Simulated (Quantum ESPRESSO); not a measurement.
## NaF (Villiaumite): zone-centre phonons

Aim: the zone-centre modes of NaF (Villiaumite).

Main program and level: Quantum ESPRESSO 7.5; DFT LDA, scalar-relativistic, plane waves, PseudoDojo norm-conserving pseudopotentials.

## (1) The structure

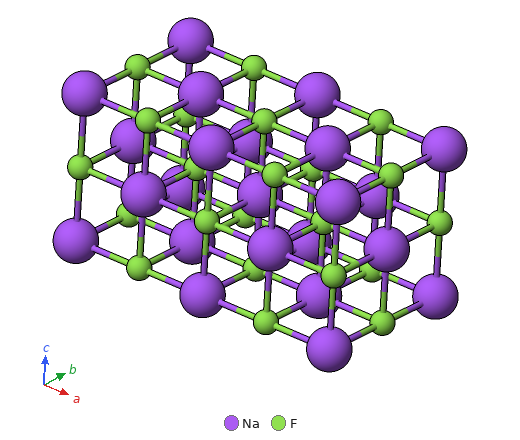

Start, viewed from a free direction; sodium purple, fluorine green. 2×1×1 cells are drawn. This picture shows the conventional cell, with its axes. Some periodic images of atoms are drawn too.

Structure file:

```
Na F
1.0
    -2.32000    0.00000    2.32000
     0.00000    2.32000    2.32000
    -2.32000    2.32000    0.00000
Na F
1 1
Direct
  0.00000 0.00000 0.00000
  0.50000 0.50000 0.50000
```

## (2) A first look

Before anything dear is run, a loose run with smearing shows whether this is a metal and how far the cell is from rest.

probe.in reads:

```
&control
   calculation = 'scf'
   prefix = 'x'
   outdir = './tmp'
   pseudo_dir = './pseudo'
   tprnfor = .true.
   tstress = .true.
   verbosity = 'high'
/
&system
   ibrav = 2
   celldm(1) = 8.76832922
   nat = 2
   ntyp = 2
   ecutwfc = 97.0
   occupations = 'smearing'
   smearing = 'gaussian'
   degauss = 0.01
/
&electrons
   conv_thr = 1.0d-07
   mixing_beta = 0.7
   electron_maxstep = 100
/
ATOMIC_SPECIES
 Na     22.9898  Na.upf
 F      18.9984  F.upf
ATOMIC_POSITIONS crystal
 Na     0.000000000   0.000000000   0.000000000
 F      0.500000000   0.500000000   0.500000000
K_POINTS automatic
 6 6 6 0 0 0
```

Run with:

```sh
OMP_NUM_THREADS=1 mpirun -n 4 pw.x -nk 4 -in probe.in > probe.out
```

Output:

```text
[banners, grids, parts of the stress and lines that vanish by symmetry left out]
Program PWSCF v.7.5
     bravais-lattice index     =            2
     lattice parameter (alat)  =       8.7683  a.u.
[...]
kinetic-energy cutoff     =      97.0000  Ry
     charge density cutoff     =     388.0000  Ry
     scf convergence threshold =      1.0E-07
[...]
Exchange-correlation= SLA  PW   NOGX NOGC
                           (   1   4   0   0   0   0   0)
[...]
48 Sym. Ops., with inversion, found
[...]
(     0          1          0      )
                  (     0          0          1      )
[...]
(  0.0000000  1.0000000  0.0000000 )
                  (  0.0000000  0.0000000  1.0000000 )
[...]
(     1          0         -1      )
                  (     0          0         -1      )
[...]
(  0.0000000 -1.0000000  0.0000000 )
[...]
(     0          1         -1      )
                  (     0          1          0      )
[...]
( -1.0000000  0.0000000  0.0000000 )
                  (  0.0000000  1.0000000  0.0000000 )
[...]
number of k points=    16  Gaussian smearing, width (Ry)=  0.0100
[...]
End of self-consistent calculation
[...]
the Fermi energy is     4.6818 ev
!    total energy              =    -140.61472842 Ry
[...]
convergence has been achieved in   7 iterations
[...]
atom    1 type  1   force =     0.00000000    0.00000000    0.00000000
     atom    2 type  2   force =     0.00000000    0.00000000    0.00000000
[...]
Total force =     0.000000     Total SCF correction =     0.000000
[...]
total   stress  (Ry/bohr**3)                   (kbar)     P=      -44.96
[...]
XML data file, charge density, pseudopotentials, collected wavefunctions

   JOB DONE.
```

Elapsed: 2.2 s, on 4 MPI ranks of Arm Neoverse V1, shared host.

Numbers from this step:

| Property | Result |
| --- | --- |
| volume per atom | 12.49 Å³ |
| pressure | -4.496 GPa |
| gap on the k-mesh | 5.971 eV |

A gap of 6.0 eV opens on this mesh, so the crystal is taken as an insulator; the start stands at -4.5 GPa.

## (3) Relaxing the cell and atoms

The relaxation runs at a cutoff a fifth above that of the response, since stress converges more slowly with the basis than frequencies do. Forces and stress are brought to rest with tight thresholds.

relax.in reads:

```
&control
   calculation = 'vc-relax'
   prefix = 'x'
   outdir = './tmp'
   pseudo_dir = './pseudo'
   tprnfor = .true.
   tstress = .true.
   forc_conv_thr = 2.0d-05
   etot_conv_thr = 1.0d-07
   nstep = 40
/
&system
   ibrav = 2
   celldm(1) = 8.76832922
   nat = 2
   ntyp = 2
   ecutwfc = 116
   occupations = 'fixed'
   nbnd = 10
/
&electrons
   conv_thr = 1.0d-11
   mixing_beta = 0.7
   electron_maxstep = 100
/
&ions
/
&cell
   press_conv_thr = 0.2
/
ATOMIC_SPECIES
 Na     22.9898  Na.upf
 F      18.9984  F.upf
ATOMIC_POSITIONS crystal
 Na     0.000000000   0.000000000   0.000000000
 F      0.500000000   0.500000000   0.500000000
K_POINTS automatic
 8 8 8 0 0 0
```

Run with:

```sh
OMP_NUM_THREADS=1 mpirun -n 4 pw.x -nk 4 -in relax.in > relax.out
```

Output:

```text
[banners, grids, parts of the stress and lines that vanish by symmetry left out]
[banner, memory and clock lines left out]
Program PWSCF v.7.5

[...]
kinetic-energy cutoff     =     116.0000  Ry
     charge density cutoff     =     464.0000  Ry
     scf convergence threshold =      1.0E-11
[...]
energy convergence thresh.=      1.0E-07
     force convergence thresh. =      2.0E-05
     press convergence thresh. =      2.0E-01
     Exchange-correlation= SLA  PW   NOGX NOGC
                           (   1   4   0   0   0   0   0)
[...]
48 Sym. Ops., with inversion, found
[...]
number of k points=    29
[...]
End of self-consistent calculation
[...]
highest occupied, lowest unoccupied level (ev):     0.4643    6.4353
!    total energy              =    -140.61475278 Ry
[...]
convergence has been achieved in  10 iterations
[...]
atom    1 type  1   force =    -0.00000000   -0.00000000   -0.00000000
     atom    2 type  2   force =     0.00000000    0.00000000    0.00000000
     Total force =     0.000000     Total SCF correction =     0.000000
[...]
total   stress  (Ry/bohr**3)                   (kbar)     P=      -44.84
[...]
number of bfgs steps    =   0
[...]
CELL_PARAMETERS (alat=  8.76832922)
[...]
ATOMIC_POSITIONS (crystal)
Na               0.0000000000       -0.0000000000        0.0000000000
F                0.5000000000        0.5000000000        0.5000000000
[...]
New effective cutoffs (rho, wfc):  469.26  117.77
[...]
End of self-consistent calculation
[...]
highest occupied, lowest unoccupied level (ev):     0.6334    6.7273
!    total energy              =    -140.61579721 Ry
[...]
convergence has been achieved in   7 iterations
[...]
atom    1 type  1   force =     0.00000000    0.00000000    0.00000000
     atom    2 type  2   force =    -0.00000000   -0.00000000   -0.00000000
     Total force =     0.000000     Total SCF correction =     0.000000
[...]
total   stress  (Ry/bohr**3)                   (kbar)     P=      -35.31
[...]
number of bfgs steps    =   1
[...]
CELL_PARAMETERS (alat=  8.76832922)
[...]
ATOMIC_POSITIONS (crystal)
Na              -0.0000000000        0.0000000000       -0.0000000000
F                0.5000000000        0.5000000000        0.5000000000
[...]
New effective cutoffs (rho, wfc):  480.26  120.53
[...]
End of self-consistent calculation
[...]
highest occupied, lowest unoccupied level (ev):     0.8999    7.1873
!    total energy              =    -140.61683930 Ry
[...]
convergence has been achieved in   8 iterations
[...]
atom    1 type  1   force =     0.00000000    0.00000000    0.00000000
     atom    2 type  2   force =     0.00000000    0.00000000    0.00000000
     Total force =     0.000000     Total SCF correction =     0.000000
[...]
total   stress  (Ry/bohr**3)                   (kbar)     P=      -18.60
[...]
number of bfgs steps    =   2
[...]
CELL_PARAMETERS (alat=  8.76832922)
[...]
ATOMIC_POSITIONS (crystal)
[...]
New effective cutoffs (rho, wfc):  492.36  123.57
[...]
End of self-consistent calculation
[...]
highest occupied, lowest unoccupied level (ev):     1.2004    7.7062
!    total energy              =    -140.61716763 Ry
[...]
convergence has been achieved in   8 iterations
[...]
atom    1 type  1   force =     0.00000000    0.00000000    0.00000000
     atom    2 type  2   force =    -0.00000000   -0.00000000    0.00000000
     Total force =     0.000000     Total SCF correction =     0.000000
[...]
total   stress  (Ry/bohr**3)                   (kbar)     P=        2.80
[...]
number of bfgs steps    =   3
[...]
CELL_PARAMETERS (alat=  8.76832922)
[...]
ATOMIC_POSITIONS (crystal)
[...]
New effective cutoffs (rho, wfc):  490.78  123.17
[...]
End of self-consistent calculation
[...]
highest occupied, lowest unoccupied level (ev):     1.1609    7.6380
!    total energy              =    -140.61717417 Ry
[...]
convergence has been achieved in   7 iterations
[...]
atom    1 type  1   force =     0.00000000    0.00000000    0.00000000
     atom    2 type  2   force =    -0.00000000   -0.00000000   -0.00000000
     Total force =     0.000000     Total SCF correction =     0.000000
[...]
total   stress  (Ry/bohr**3)                   (kbar)     P=       -0.17
[...]
number of bfgs steps    =   4
[...]
CELL_PARAMETERS (alat=  8.76832922)
[...]
ATOMIC_POSITIONS (crystal)
[...]
New effective cutoffs (rho, wfc):  490.88  123.20
[...]
End of self-consistent calculation
[...]
highest occupied, lowest unoccupied level (ev):     1.1632    7.6420
!    total energy              =    -140.61717420 Ry
[...]
convergence has been achieved in   5 iterations
[...]
atom    1 type  1   force =     0.00000000    0.00000000   -0.00000000
     atom    2 type  2   force =    -0.00000000   -0.00000000    0.00000000
     Total force =     0.000000     Total SCF correction =     0.000000
[...]
total   stress  (Ry/bohr**3)                   (kbar)     P=       -0.00
[...]
bfgs converged in   6 scf cycles and   5 bfgs steps
[...]
End of BFGS Geometry Optimization
     Final enthalpy           =    -140.6171742004 Ry
     File ./tmp/x.bfgs deleted, as requested
[...]
CELL_PARAMETERS (alat=  8.76832922)
[...]
ATOMIC_POSITIONS (crystal)
Na              -0.0000000000        0.0000000000       -0.0000000000
F                0.5000000000        0.5000000000        0.5000000000
[...]
Final scf calculation at the relaxed structure.
[...]
kinetic-energy cutoff     =     116.0000  Ry
     charge density cutoff     =     464.0000  Ry
     scf convergence threshold =      1.0E-13
[...]
press convergence thresh. =      2.0E-01
     Exchange-correlation= SLA  PW   NOGX NOGC
                           (   1   4   0   0   0   0   0)
[...]
48 Sym. Ops., with inversion, found
[...]
number of k points=    29
[...]
End of self-consistent calculation
[...]
highest occupied, lowest unoccupied level (ev):     1.1632    7.6420
!    total energy              =    -140.61716339 Ry
[...]
convergence has been achieved in  13 iterations
[...]
atom    1 type  1   force =    -0.00000000    0.00000000   -0.00000000
     atom    2 type  2   force =     0.00000000    0.00000000    0.00000000
     Total force =     0.000000     Total SCF correction =     0.000000
[...]
total   stress  (Ry/bohr**3)                   (kbar)     P=        0.09
[...]
XML data file, charge density, pseudopotentials, collected wavefunctions
```

Run time: 32 s. Hardware: 4 MPI ranks.

Relaxation path:

```csv
step,energy less that of the first step (eV),largest force (eV/Å),pressure (GPa),volume (Å³)
1,0.0000,0.0000,-4.48,24.97
2,-0.0142,0.0000,-3.53,24.41
3,-0.0284,0.0000,-1.86,23.57
4,-0.0329,0.0000,0.28,22.71
5,-0.0329,0.0000,-0.02,22.82
6,-0.0329,0.0000,0.00,22.81
7,-0.0328,0.0000,0.01,22.81
```

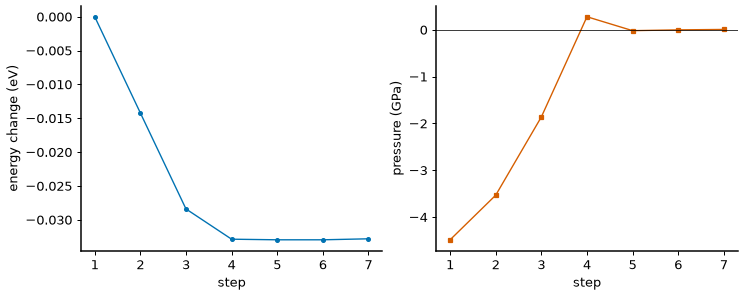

Energy and pressure along the relaxation.

```csv
"conventional cell, symmetrised",before,after,change
a (Å),4.640,4.502,-3.0 %
b (Å),4.640,4.502,-3.0 %
c (Å),4.640,4.502,-3.0 %
volume (Å³/atom),12.49,11.41,-8.7 %
```

The relaxed structure:

```
Na F
1.0
    -2.25106    0.00000    2.25106
     0.00000    2.25106    2.25106
    -2.25106    2.25106    0.00000
Na F
1 1
Direct
  0.00000 0.00000 0.00000
  0.50000 0.50000 0.50000
```

The last row of the table of steps is pw.x's closing run on a basis chosen anew for the final cell, so its energy can jump.

This step gave:

| Property | Result |
| --- | --- |
| volume per atom | 11.41 Å³ |
| pressure | 0.009 GPa |
| gap on the k-mesh | 6.479 eV |

The volume changes by -8.7 % from the cell with which this run began.

## (4) Self-consistent run for the response

The response is built on this ground state, so it is converged far tighter than an energy would need. With a gap, occupations are fixed, which also allows the response to an electric field.

scf.in reads:

```
&control
   calculation = 'scf'
   prefix = 'x'
   outdir = './tmp'
   pseudo_dir = './pseudo'
   tprnfor = .true.
   tstress = .true.
/
&system
   ibrav = 2
   celldm(1) = 8.50776829
   nat = 2
   ntyp = 2
   ecutwfc = 97.0
   occupations = 'fixed'
   nbnd = 10
/
&electrons
   conv_thr = 1.0d-12
   mixing_beta = 0.7
   electron_maxstep = 100
/
ATOMIC_SPECIES
 Na     22.9898  Na.upf
 F      18.9984  F.upf
ATOMIC_POSITIONS crystal
 Na     0.000000000   0.000000000   0.000000000
 F      0.500000000   0.500000000   0.500000000
K_POINTS automatic
 8 8 8 0 0 0
```

Run with:

```sh
OMP_NUM_THREADS=1 mpirun -n 4 pw.x -nk 4 -in scf.in > scf.out
```

Output:

```text
[banners, grids, parts of the stress and lines that vanish by symmetry left out]
[banner, memory and clock lines left out]
Program PWSCF v.7.5

[...]
kinetic-energy cutoff     =      97.0000  Ry
     charge density cutoff     =     388.0000  Ry
     scf convergence threshold =      1.0E-12
[...]
Exchange-correlation= SLA  PW   NOGX NOGC
                           (   1   4   0   0   0   0   0)
[...]
48 Sym. Ops., with inversion, found
[...]
number of k points=    29
[...]
End of self-consistent calculation
[...]
highest occupied, lowest unoccupied level (ev):     1.1632    7.6420
!    total energy              =    -140.61713926 Ry
[...]
convergence has been achieved in  11 iterations
[...]
atom    1 type  1   force =    -0.00000000   -0.00000000   -0.00000000
     atom    2 type  2   force =     0.00000000    0.00000000    0.00000000
     Total force =     0.000000     Total SCF correction =     0.000000
[...]
total   stress  (Ry/bohr**3)                   (kbar)     P=       -0.07
[...]
XML data file, charge density, pseudopotentials, collected wavefunctions
```

The job ended after 4.1 s (4 MPI ranks).

Numbers from this step:

```yaml
pressure: -0.007000 GPa
```

The cell stands at -0.0070 GPa, close enough for phonons.

(Continued in part 2 of 4.)

[Host names and launcher messages were left out of these logs when they were recorded.]

[Logs are printed without paths, hosts, clocks, repeated set-up lines and the standing remarks that a program may print on its own settings, such as how far it seeks lower states.]

[Hosts, paths, dates, database ids (printed as entryN), source tags and the programs' standing remarks are cut or masked in the printed files.]
